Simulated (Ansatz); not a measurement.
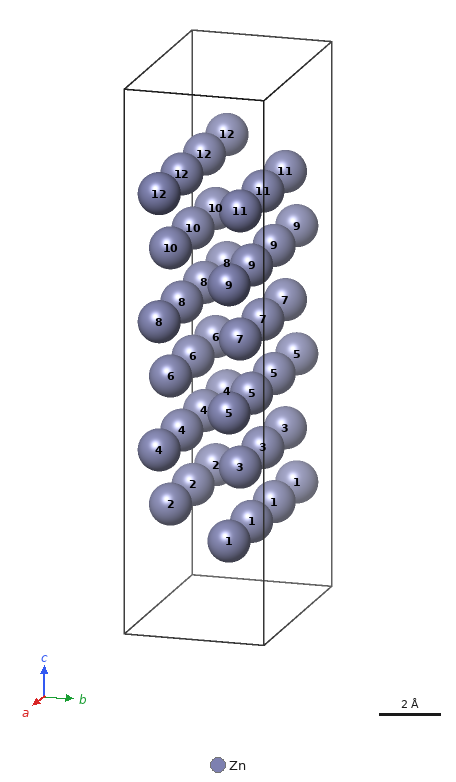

Figure 1. The structure (spheres-only view of the 3 × 1 repeat of the cell, with the vacuum cut short, seen slightly off an axis; atoms are numbered from 1 in the order of the input).

Single-point calculation, with input and output: Zn

Zn (slab, 12 atoms in the cell), computed with DFT LDA, scalar-relativistic, plane waves, PAW, no spin polarisation (Ansatz 0.2.0).

The structure derives from an entry of the Crystallography Open Database. Figures and captions count atoms from 1; the log counts them from 0 in places.

**Input file**
```yaml
crystal:
  lattice:
    - [2.5514179383, 0.0, 0.0]
    - [0.0, 4.8507390125, 0.0]
    - [0.0, 0.0, 26.7844946681]
  atoms:
    - { symbol: Zn, position: [0.0, 0.75, 0.2800127496] }
    - { symbol: Zn, position: [0.5, 0.25, 0.3075111559] }
    - { symbol: Zn, position: [0.5, 0.75, 0.3625079685] }
    - { symbol: Zn, position: [0.0, 0.25, 0.3900063748] }
    - { symbol: Zn, position: [0.0, 0.75, 0.4450031874] }
    - { symbol: Zn, position: [0.5, 0.25, 0.4725015937] }
    - { symbol: Zn, position: [0.5, 0.75, 0.5274984063] }
    - { symbol: Zn, position: [0.0, 0.25, 0.5549968126] }
    - { symbol: Zn, position: [0.0, 0.75, 0.6099936252] }
    - { symbol: Zn, position: [0.5, 0.25, 0.6374920315] }
    - { symbol: Zn, position: [0.5, 0.75, 0.6924888441] }
    - { symbol: Zn, position: [0.0, 0.25, 0.7199872504] }
basis:
  ecutwfc: 420
kpoints:
  mp_grid: { grid: [13, 7, 1] }
hamiltonian:
  xc: lda
scf:
  occupations: { method: gaussian, width: 0.1 }
output:
  forces: true
  stress: true
  eigenvalues: true
  write_density: true
  write_potential: true
  elf: true
  volumetric_format: npy
efield:
  axis: 3
  dipole_correction: true
```

Hardware: 2 threads of Arm Neoverse V1, 24 GiB of memory available, shared host.

Run as:
```bash
ansatz run input.yaml --threads 2 --pin off --max-ram 5120MiB --backend cpu --events-out ev --progress --plain --runs-dir out
```

**Output**
```
Engine: ansatz 0.2.0, aarch64-unknown-linux-gnu
Pseudopotentials: kind: paw
Pseudopotential: Zn, paw, valence charge 12, recommended cutoff 420 eV (normal), Zn.paw.azcp
Functional definition: SPW92
  exchange = slater_x
  correlation = pw_c
Crystal: 12 atoms, lattice volume = 331.492 Å³
Basis set: ecut = 420 eV, 6469 PW (Γ)
Bands: 87, of which v1, the nominal top of the filled ones, is band 72 counted from 1 (71 counted from 0)
Symmetry: 4 space group operations
k-points: 28 of 91
Non-local potential: Zn, projectors of the file, l = 0: 2, l = 1: 2, l = 2: 3, l = 3: 1
PAW form: soft (Blöchl's): semilocal exchange-correlation on the pseudo side does not see the compensation charge
PAW frozen core: Zn, regenerated for the run's functional, and the local potential with it (the file was generated under x = pbe(κ = 0.804, μ = 0.2195149727645171), c = pbe(β = 0.06672455060314922))
PAW one-centre angular grid: Zn, 590 points (default); XC on 64 Gauss nodes
Initial density: superposition of atomic densities (neutral atoms: chi_scale 0, normalization atom), corrected by the library's trained network
Initial wavefunctions: pseudopotential atomic-orbital guess
Functional: x = slater, c = lda
SCF iter   1: F=—  HF=-38953.262403 eV  |F-HF|=—  |Δ(HF+E_count)|=         —  Δρ=3.95e-3  dr2=1.15e-1  ethr=1.77e-3  p=0.000 e·Å  D=5.96e-14 V/Å  ΔV_dip=-0.00 eV  dr2_dipole=3.02e-9  V_vac-E_F(+/−)=4.75/4.75 eV  ⟨swp⟩=13.1  Hψ=15834  notcnv=0  defer=51
efield: sawtooth ramp at fractional position 0.9500 (placed from the atoms, in the widest stretch of the axis that holds none; the zero of the levels goes with the place), width 0.1000; the density the first Hamiltonian is built on has a dipole p = 0.000 e·Å; the dipole correction subtracts the counter field D = 5.96e-14 V/Å, which shifts the + side's vacuum level by -0.00 eV against the − side's; the planar-averaged density in the ramp window peaks in size at 2.5e-5 e/Å³
preconditioner: auto → LDOS  [metal: Δε(μ)=0.020 eV  Ē_g=10.731 eV  σ=0.100 eV  W_gap=0.11  n_scr=54 (ndim 8)  ℏωp=24.5 eV  f_vac=0.456  D(μ)=2.79/eV (n_scr^D=10)  β→1.0]
SCF iter   2: F=—  HF=-38953.277517 eV  |F-HF|=—  |Δ(HF+E_count)|=   1.51e-2  Δρ=4.25e-3  dr2=3.89e-2  ethr=8.00e-5  p=0.000 e·Å  D=4.10e-6 V/Å  ΔV_dip=-0.00 eV  dr2_dipole=3.02e-8  V_vac-E_F(+/−)=4.69/4.69 eV  ⟨swp⟩=2.1  Hψ=5094  notcnv=0  defer=228
SCF iter   3: F=—  HF=-38953.258163 eV  |F-HF|=—  |Δ(HF+E_count)|=   1.94e-2  Δρ=6.57e-4  dr2=9.23e-4  ethr=2.70e-5  p=0.000 e·Å  D=2.92e-6 V/Å  ΔV_dip=-0.00 eV  dr2_dipole=2.25e-9  V_vac-E_F(+/−)=4.67/4.67 eV  ⟨swp⟩=2.4  Hψ=4712  notcnv=0  defer=228
SCF iter   4: F=—  HF=-38953.257915 eV  |F-HF|=—  |Δ(HF+E_count)|=   2.48e-4  Δρ=1.57e-4  dr2=1.25e-4  ethr=6.41e-7  p=0.000 e·Å  D=1.66e-6 V/Å  ΔV_dip=-0.00 eV  dr2_dipole=2.96e-12  V_vac-E_F(+/−)=4.66/4.66 eV  ⟨swp⟩=2.8  Hψ=5507  notcnv=0  defer=228
SCF iter   5: F=—  HF=-38953.257904 eV  |F-HF|=—  |Δ(HF+E_count)|=   1.19e-5  Δρ=5.62e-5  dr2=9.54e-6  ethr=8.71e-8  p=0.000 e·Å  D=6.57e-7 V/Å  ΔV_dip=-0.00 eV  dr2_dipole=1.86e-12  V_vac-E_F(+/−)=4.66/4.66 eV  ⟨swp⟩=2.3  Hψ=4308  notcnv=0  defer=228
SCF iter   6: F=—  HF=-38953.257923 eV  |F-HF|=—  |Δ(HF+E_count)|=   1.99e-5  Δρ=4.41e-5  dr2=4.33e-6  ethr=6.63e-9  p=0.000 e·Å  D=2.04e-7 V/Å  ΔV_dip=-0.00 eV  dr2_dipole=5.79e-13  V_vac-E_F(+/−)=4.66/4.66 eV  ⟨swp⟩=3.0  Hψ=5445  notcnv=0  defer=228
SCF iter   7: F=—  HF=-38953.257923 eV  |F-HF|=—  |Δ(HF+E_count)|=   9.26e-7  Δρ=7.99e-6  dr2=1.50e-7  ethr=3.01e-9  p=0.000 e·Å  D=9.85e-8 V/Å  ΔV_dip=-0.00 eV  dr2_dipole=5.07e-13  V_vac-E_F(+/−)=4.66/4.66 eV  ⟨swp⟩=2.0  Hψ=4159  notcnv=0  defer=228
SCF iter   8: F=-38953.257923 eV  HF=-38953.257923 eV  |F-HF|=5.22e-9  |Δ(HF+E_count)|=   1.78e-7  Δρ=3.23e-6  dr2=2.43e-8  ethr=6.94e-11  p=0.000 e·Å  D=3.92e-8 V/Å  ΔV_dip=-0.00 eV  dr2_dipole=2.57e-14  V_vac-E_F(+/−)=4.66/4.66 eV  ⟨swp⟩=20.6  Hψ=25465  notcnv=0
SCF 1 converged in 8 iterations: F = -38953.257923 eV  dr2 = 2.43e-8
  greatest PAW one-centre occupation: 0.985 electrons in one spin orbital (limit 2), on the Zn atom at site 0 (counted from 0), in its partial waves of l = 2
```

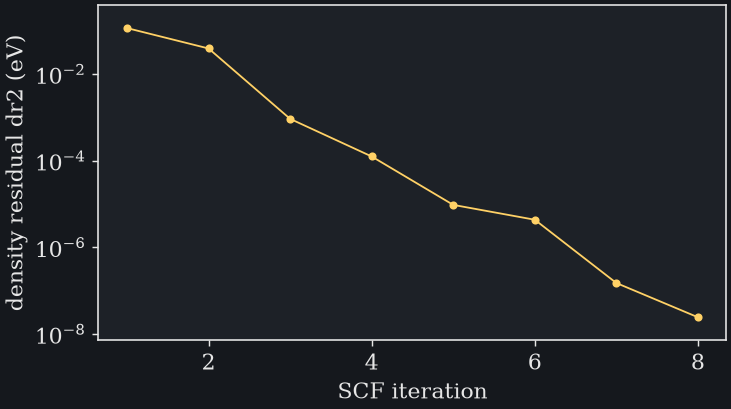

Figure 2. Convergence of the self-consistent field: density residual dr2 against the SCF iteration. The residual falls at every step.

```
WARN: The output density's exchange-correlation potential varies sharply where the density is thin. Do not read a vacuum level from v_tot or v_xc, or from such a field of the output density. On a cell that repeats whose density bears no net charge and no dipole along the vacuum's axis use v_es (v_loc + v_h of the components); under efield.dipole_correction with no amplitude use v_es + v_field, which holds any external_charges[].barrier, or the levels of the report's work_function block, which leave it out; under a non-zero efield.amplitude the vacuum is tilted and has no level; on a cell that repeats and bears such a dipole with no correction it is tilted too, and efield.dipole_correction with no amplitude gives each side of its ramp a level where efield: is served; in a cell that repeats whose density bears a net charge (total_charge, or a fill off its count) it is curved and has none; of a slab under crystal.periodic whose density bears no net charge use v_es, which has a level on each side, short of where the two are joined; of another it falls or rises all the way out and has none; of a slab beside external_charges read slab_vacuum_level instead, which it has where they leave it neutral. The grid or the basis barely resolves most such structure, and the values can differ between equally converged runs; as a rule a tighter scf.convergence.dr2_threshold does not remove it. Where the density itself ripples (under the LDA too) a higher basis.ecutwfc lessens it. The files hold the spikes' plane waves up to the density's cutoff. Files: v_tot_of_output_density and the like, and their columns of v_z.tsv (output.write_potential); v_xc_of_output_density and the like, and their columns of v_comp_z.tsv (output.write_potential_components). Measured: with its Gaussian average of σ = 0.25 Å subtracted twice, the exchange-correlation potential is over 0.1 eV at 860 of the grid points where the equally averaged density (valence and model cores) is under 1e-3 e/Å³, and 0.483 eV at the most among them, at an averaged density of 9.7e-5 e/Å³. The input density's (outcome.potential() and, of a run that writes arrays, v_tot and v_xc) is over 0.1 eV, so measured, at 852 points of its own thin density, 0.487 eV at the most. See output.write_potential in the manual, Limitations
SCF converged after 8 iterations
Free energy (F): -38953.257923 eV
Harris-Foulkes:  -38953.257923 eV  (|F-HF|=5.22e-9)
Internal energy: -38953.243186 eV  (E = F + TS)
E sigma→0 (E₀):  -38953.250554 eV
Entropy (-TS):   -0.014737 eV (-1.228 meV/atom)
Fermi energy:    3.669003 eV
Dipole field:    D = 0.000000 V/Å  (p = 0.000000 e·Å, saw-weighted, corrected)
Work function:   Φ+ = 4.6606 eV   Φ− = 4.6606 eV
Levels:          The Fermi level and band energies are counted from a zero that moves with the ramp; work functions are not
--- Per-component energies (eV) ---
  E_band       = -482.950586
  E_kinetic    = 1586.178162
  E_local      = -192396.017995  (includes V_loc(G=0)·N_el)
  E_nonlocal   = 7354.810208
  E_hartree    = 94165.916808
  E_xc         = -1637.721068
  E_vxc        = -655.930515  (∫ρ·V_xc dr)
  E_paw        = -21031.586070  (= ΣΔE_a)
  E_vpaw       = -4703.793333  (= ΣTr[D̂ρ^β])
  E_aug_tail   = -0.004647  (compensation charges beyond the density's cutoff)
  E_efield     = 0.000000  (sawtooth field / dipole correction)
  E_vefield    = 0.000000  (∫n·V_field dr)
  E_ewald      = 72986.495720
  E_core_change = 18.685696  (= ΣΔE_core)
  E_smearing   = -0.014737  (= −TS)
  E_closure    = -0.000000  (closes the sum)
  Σ components = -38953.257923   (vs F -38953.257923, Δ=0.00e0)
--- Forces (eV/Å), atoms counted from 1 ---
  atom   1  Zn     0.00000000     0.00000000     0.06473673
  atom   2  Zn     0.00000000     0.00000000    -0.53184293
  atom   3  Zn     0.00000000     0.00000000     0.34267171
  atom   4  Zn     0.00000000     0.00000000     0.02896324
  atom   5  Zn     0.00000000     0.00000000     0.11494953
  atom   6  Zn     0.00000000     0.00000000    -0.13179687
  atom   7  Zn     0.00000000     0.00000000     0.13179683
  atom   8  Zn     0.00000000     0.00000000    -0.11494951
  atom   9  Zn     0.00000000     0.00000000    -0.02896326
  atom  10  Zn     0.00000000     0.00000000    -0.34267183
  atom  11  Zn     0.00000000     0.00000000     0.53184288
  atom  12  Zn     0.00000000     0.00000000    -0.06473675
  max |Σ_I F_I| component: 2.20e-7 eV/Å
--- Stress (GPa, compression-positive) ---
       -1.245944       0.000000       0.000000
        0.000000      -2.485490       0.000000
        0.000000       0.000000       0.914566
  P = ⅓ Tr σ = -0.9390 GPa (-9.390 kbar)
--- Band table (eV; the first three rows and the last of 28) ---
  k-point 0: bands = ["-7.2634", "-6.6339", "-5.7585", "-5.2945", "-5.1174", "-5.0896", "-5.0026", "-4.9542", "-4.8307", "-4.8287", "-4.7577", "-4.6421", "-4.5965", "-4.5707", "-4.4754", "-4.3832", "-4.3096", "-4.2553", "-4.2222", "-4.2027", "-4.1983", "-4.1392", "-4.1332", "-4.1218", "-4.0910", "-4.0868", "-4.0602", "-4.0112", "-3.9855", "-3.9777", "-3.9583", "-3.9364", "-3.8929", "-3.8917", "-3.8804", "-3.8725", "-3.8495", "-3.7871", "-3.7807", "-3.7792", "-3.7275", "-3.6857", "-3.6564", "-3.6374", "-3.6089", "-3.5342", "-3.5261", "-3.5023", "-3.5005", "-3.4847", "-3.4793", "-3.4765", "-3.4541", "-3.4316", "-3.4216", "-3.4183", "-3.4179", "-3.2151", "-3.1923", "-3.1898", "-3.1583", "-3.1511", "-3.1188", "-3.1188", "-1.9272", "-0.1116", "-0.0251", "0.6613", "0.7517", "0.9965", "1.4761", "1.7086", "1.9249", "2.8433", "3.3444", "3.7760", "4.3315", "4.9308", "5.3535", "6.5286", "7.2095", "7.5383", "7.9091", "8.2850", "9.4622", "9.6839", "10.1007"]
  k-point 1: bands = ["-7.1370", "-6.5123", "-5.6607", "-5.3137", "-5.1163", "-5.0813", "-5.0069", "-4.9604", "-4.8411", "-4.8196", "-4.7287", "-4.6429", "-4.5963", "-4.5551", "-4.4748", "-4.3969", "-4.3429", "-4.3046", "-4.2758", "-4.2475", "-4.1946", "-4.1879", "-4.1405", "-4.1320", "-4.0925", "-4.0818", "-4.0586", "-4.0229", "-3.9742", "-3.9469", "-3.9416", "-3.9359", "-3.9015", "-3.8529", "-3.8476", "-3.8099", "-3.8010", "-3.7695", "-3.7546", "-3.7232", "-3.7100", "-3.6860", "-3.6569", "-3.6477", "-3.5619", "-3.5552", "-3.5242", "-3.5057", "-3.4963", "-3.4752", "-3.4739", "-3.4616", "-3.4485", "-3.4235", "-3.4235", "-3.4187", "-3.4027", "-3.1960", "-3.1926", "-3.1925", "-3.1637", "-3.1515", "-3.1284", "-3.1269", "-1.8449", "-1.4882", "-0.8304", "-0.1258", "0.2878", "1.1008", "1.8042", "2.3277", "2.7589", "2.9416", "3.8837", "3.9318", "4.3347", "5.1919", "6.3010", "6.4689", "7.1948", "7.9664", "8.1221", "8.6232", "9.4707", "9.7296", "9.7502"]
  k-point 2: bands = ["-6.7719", "-6.1653", "-5.4067", "-5.4052", "-5.1136", "-5.0671", "-5.0416", "-4.9549", "-4.8420", "-4.7836", "-4.7027", "-4.6322", "-4.5963", "-4.5563", "-4.5251", "-4.4614", "-4.4459", "-4.4104", "-4.3059", "-4.2660", "-4.2168", "-4.1801", "-4.1515", "-4.1413", "-4.1069", "-4.1015", "-4.0946", "-4.0258", "-3.9553", "-3.9452", "-3.9166", "-3.8776", "-3.8636", "-3.8063", "-3.7838", "-3.7825", "-3.7335", "-3.7105", "-3.6861", "-3.6796", "-3.6635", "-3.6510", "-3.6319", "-3.6015", "-3.5875", "-3.5486", "-3.5422", "-3.5095", "-3.4977", "-3.4953", "-3.4533", "-3.4431", "-3.4226", "-3.3943", "-3.3803", "-3.3731", "-3.3470", "-3.2211", "-3.2078", "-3.1753", "-3.1559", "-3.1434", "-3.1383", "-3.0279", "-2.7770", "-2.2187", "-1.5345", "-1.4153", "-0.2315", "0.3633", "1.4487", "2.0391", "3.1501", "3.8436", "4.6025", "5.2067", "5.8379", "6.2874", "6.6146", "7.1851", "8.1492", "8.2344", "8.7512", "8.8716", "9.9067", "10.0069", "10.2089"]
  k-point 27: bands = ["-5.0356", "-5.0321", "-5.0136", "-5.0099", "-4.8027", "-4.7762", "-4.7696", "-4.7494", "-4.6835", "-4.6771", "-4.6588", "-4.6470", "-4.6387", "-4.6078", "-4.5546", "-4.5305", "-4.3580", "-4.3510", "-4.3303", "-4.3245", "-4.2758", "-4.2681", "-4.2189", "-4.1817", "-4.0235", "-3.9264", "-3.9089", "-3.8533", "-3.8220", "-3.8138", "-3.7745", "-3.7714", "-3.7455", "-3.7353", "-3.7221", "-3.7067", "-3.6133", "-3.6009", "-3.5642", "-3.5496", "-3.5181", "-3.4914", "-3.4869", "-3.4474", "-3.4437", "-3.4267", "-3.4032", "-3.3965", "-3.3761", "-3.3477", "-3.3438", "-3.3301", "-3.2623", "-3.2518", "-3.2478", "-3.2280", "-3.0894", "-3.0892", "-3.0532", "-3.0516", "-0.1861", "0.2865", "0.6999", "1.0014", "1.2053", "1.6086", "1.6205", "2.0803", "2.2894", "2.3938", "2.6669", "2.8553", "4.5471", "4.7666", "4.9440", "5.0611", "5.4949", "5.7375", "6.4233", "6.4388", "7.1615", "7.1767", "8.1332", "8.2676", "8.9746", "9.0166", "10.1031"]
```

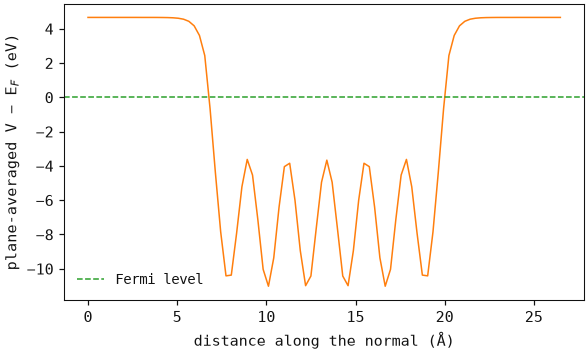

Figure 3. Plane average of the electrostatic potential energy of an electron across the cell, from the Fermi level. The vacuum level lies 4.66 eV above the Fermi level.

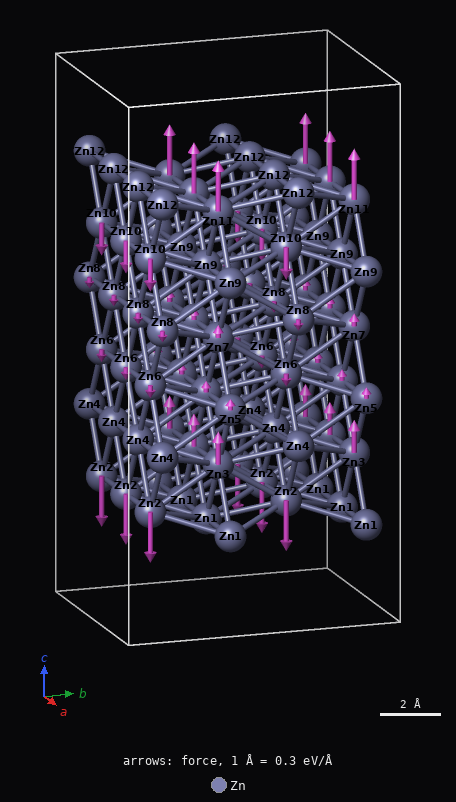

Figure 4. Forces on the atoms as pink arrows (ball-and-stick view of the 3 × 2 repeat of the cell, with the vacuum cut short, seen slightly off an axis; atoms are numbered from 1 in the order of the input); the smallest are left out. The largest act on Zn2, Zn11 (0.53 eV/Å); Zn3, Zn10 (0.34 eV/Å). The geometry is not a stationary point of this energy.

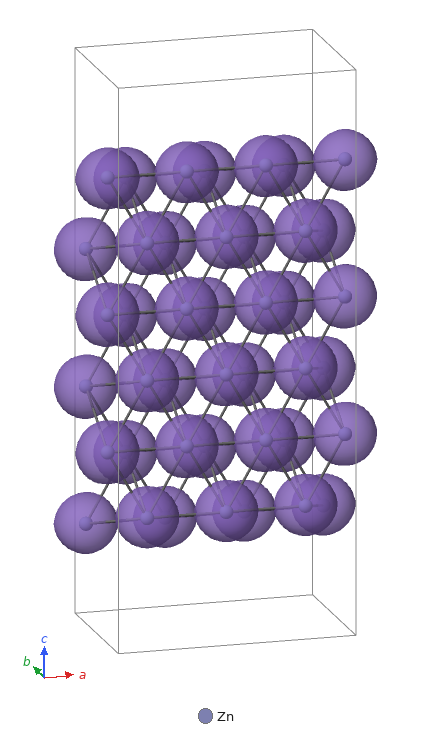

Figure 5. Isosurface of the valence charge density (pseudo) at 0.4 e/Å³ (purple), seen slightly off an axis. Sticks mark near contacts. At this value the density breaks into separate islands; it holds about 80 % of the electrons treated as valence. It is pinched off along the Zn–Zn (2.55 Å) and Zn–Zn (2.84 Å) contacts. On the grid the lowest density along these lines, outside the cores, is 0.29 e/Å³ (Zn–Zn, 2.55 Å) and 0.18 e/Å³ (Zn–Zn, 2.84 Å). In a PAW calculation such maps are meaningful between the atoms, not at the nuclei.

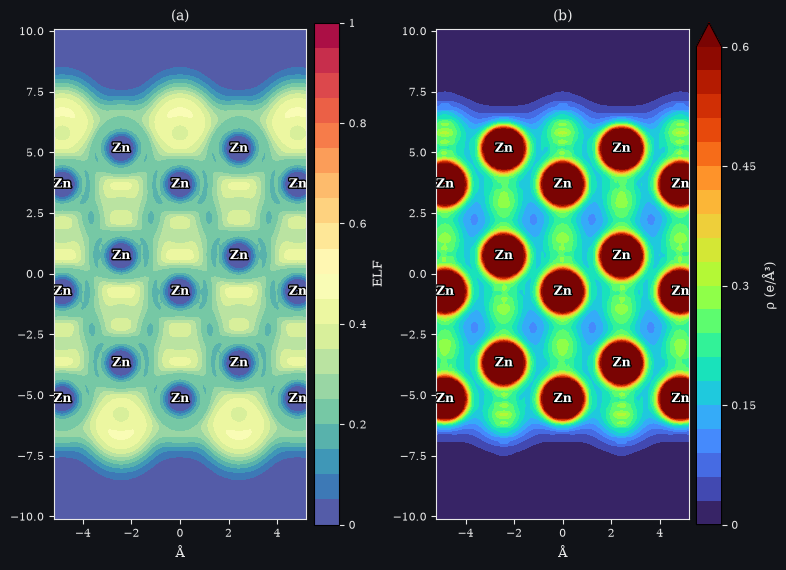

Figure 6. (a) electron localisation function; (b) valence charge density (pseudo) on the (100) plane of the calculation cell, a cut from vacuum to vacuum. Atoms in the plane: Zn. Zn–Zn (2.84 Å): ρ at the midpoint is about 0.18 e/Å³; the ELF is about 0.25 at the midpoint (no localised pair between them). The density dies away to nearly zero in the vacuum.

**Key numbers**

```tsv
quantity	value
outcome	converged
electrons treated	144
free energy	−38953.2579 eV
work function, top face	4.66 eV
work function, bottom face	4.66 eV
Fermi energy	3.669 eV
gap on the k-point mesh	none (metallic)
work function (upper face)	4.66 eV
largest force (length of the vector)	0.532 eV/Å
wall time	86 s (CPU time 2.8 min)
peak memory	0.96 GiB
```

**Notes**

Warnings of the run: the exchange-correlation potential is rough where the density is thin.
